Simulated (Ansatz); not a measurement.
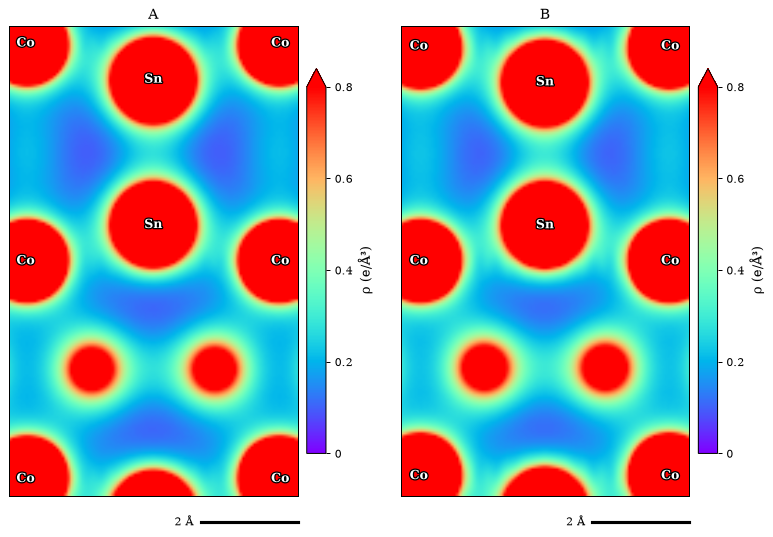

CoSn$_{2}$. The valence pseudo-density of two cells that differ in size, on the (110) plane of each (indices in the axes of the calculation cell), at one length scale and on one colour scale; one has 17.7 and the other 18.4 Å³ an atom.

Computed with DFT PBEsol, scalar-relativistic, plane waves, PAW (Ansatz).

In a PAW calculation such maps are meaningful between the atoms, not at the nuclei.

The larger cell:

```cif
data_structure
_symmetry_space_group_name_H-M 'P 1'
_symmetry_Int_Tables_number 1
_cell_length_a 5.2632
_cell_length_b 5.2632
_cell_length_c 5.2632
_cell_angle_alpha 105.590
_cell_angle_beta 105.590
_cell_angle_gamma 117.549
_cell_volume 110.54
loop_
_atom_site_label
_atom_site_type_symbol
_atom_site_fract_x
_atom_site_fract_y
_atom_site_fract_z
_atom_site_occupancy
Co1 Co 0.25000 0.25000 0.00000 1
Co2 Co 0.75000 0.75000 0.00000 1
Sn1 Sn 0.66682 0.16682 0.83364 1
Sn2 Sn 0.16682 0.33318 0.50000 1
Sn3 Sn 0.33318 0.83318 0.16636 1
Sn4 Sn 0.83318 0.66682 0.50000 1
```

The smaller cell: a = 5.196 Å, b = 5.196 Å, c = 5.196 Å, α = 105.65°, β = 105.65°, γ = 117.42°.

### Which is the denser cell? Describe the effect of the change.

Panel B is the smaller cell, by 4 % in volume. From the larger cell to the smaller, Sn–Sn goes from 3.00 to 2.95 Å, and the density at its midpoint from 0.28 to 0.3 e/Å³; Co–Sn goes from 2.74 to 2.70 Å; the pressure goes from −4.1 to 0.0 GPa.
